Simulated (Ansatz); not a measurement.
## Electronic structure of Al$_{2}$As$_{2}$H (slab) in real space

Input file:

```
crystal:
  lattice:
    - [4.0049767185, 0.0, 0.0]
    - [-2.0024883593, 3.4684115798, 0.0]
    - [0.0, 0.0, 21.446572613]
  atoms:
    - { symbol: As, position: [0.0, 0.0, 0.186509988] }
    - { symbol: Al, position: [0.3333333333, 0.6666666667, 0.2246285473] }
    - { symbol: As, position: [0.3333333333, 0.6666666667, 0.3480331013] }
    - { symbol: Al, position: [0.6666666667, 0.3333333333, 0.3751915403] }
    - { symbol: H, position: [0.7777777778, 0.7777777778, 0.5337250301], spin: 1.0 }
basis:
  ecutwfc: 420
kpoints:
  mp_grid: { grid: [9, 9, 1] }
hamiltonian:
  xc: pbe
  pseudopotentials: { kind: paw, azcp: { folder: soft_1 } }
  dispersion: d3bj
scf:
  occupations: { method: gaussian, width: 0.05 }
output:
  forces: true
  eigenvalues: true
  populations: true
  write_density: true
  write_potential: true
  elf: true
  volumetric_format: npy
magnetization:
  spin_polarized: true
efield:
  axis: 3
  dipole_correction: true
  ramp_width: 0.04
```

Launched as:

```sh
ansatz run input.yaml --threads 1 --pin off --max-ram 3072MiB --backend cpu --events-out ev --progress --plain --runs-dir out
```

A point of a scan over the structure, not its minimum; not relaxed (largest force 0.6 eV/Å); PAW files of the earlier set (soft_1); spin-polarised.

Theory: Ansatz 0.2.0, DFT PBE+D3(BJ), scalar-relativistic, plane waves, PAW.

In a PAW calculation such maps are meaningful between the atoms, not at the nuclei.

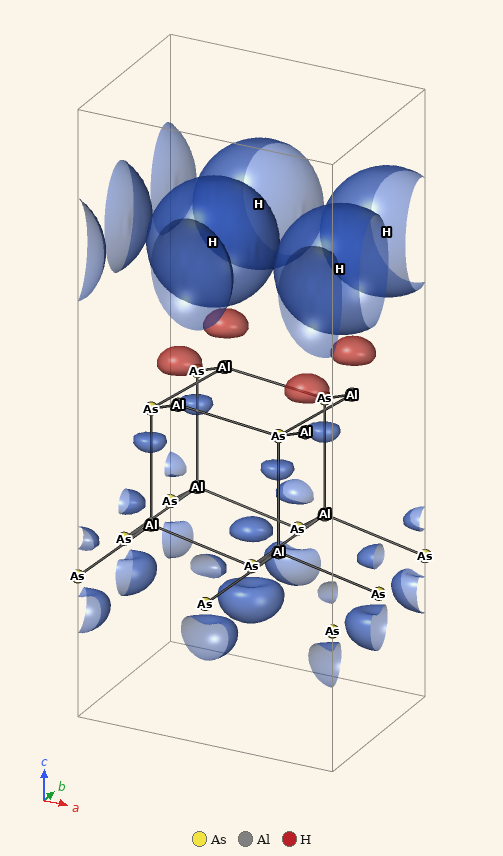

Figure 1. Isosurfaces of the spin density at +0.008 (blue) and −0.008 e/Å³ (red), seen slightly off an axis. Sticks mark near contacts.

Question: Where is the spin, and how is it ordered?

Answer: The spin density sits on H: +0.9 μB in one cell of 5 atoms: a single local moment. The cell of the calculation (5 atoms) carries 1.0 μB of net spin moment.

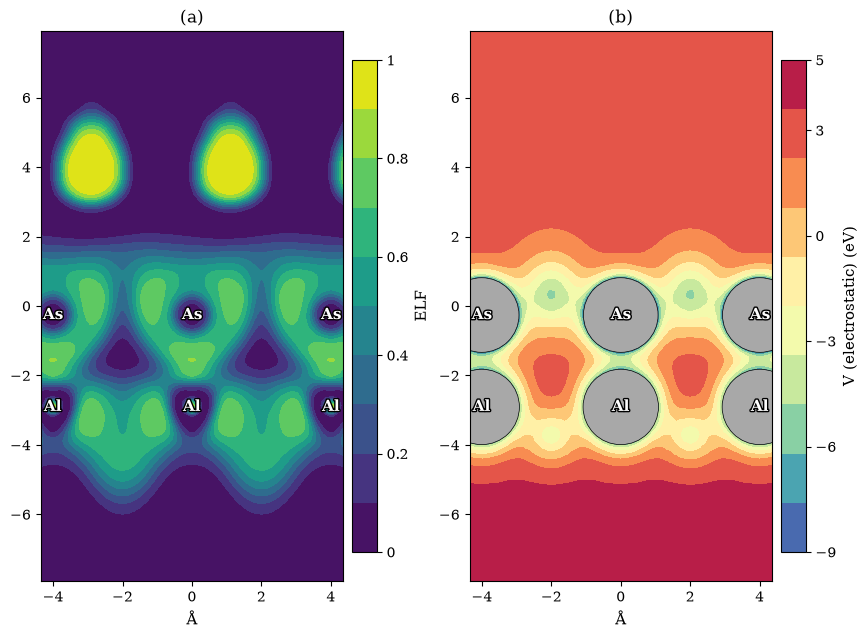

Figure 2. (a) electron localisation function; (b) electrostatic potential energy of an electron on the (11̄0) plane of the calculation cell, a cut from vacuum to vacuum. Grey discs cover the atomic cores in the potential map.

Question: Describe what can be read from this map.

Answer: The section cuts through Al and As sites. Al–As (2.65 Å): the ELF peaks at about 0.80 between the atoms. Outside the cores the potential energy rises away from the atoms and is highest in the vacuum; its zero is arbitrary.

Question: Does the calculation make it a metal, or give it a gap?

Answer: It is metallic or semimetallic at this level of theory: no gap opens.
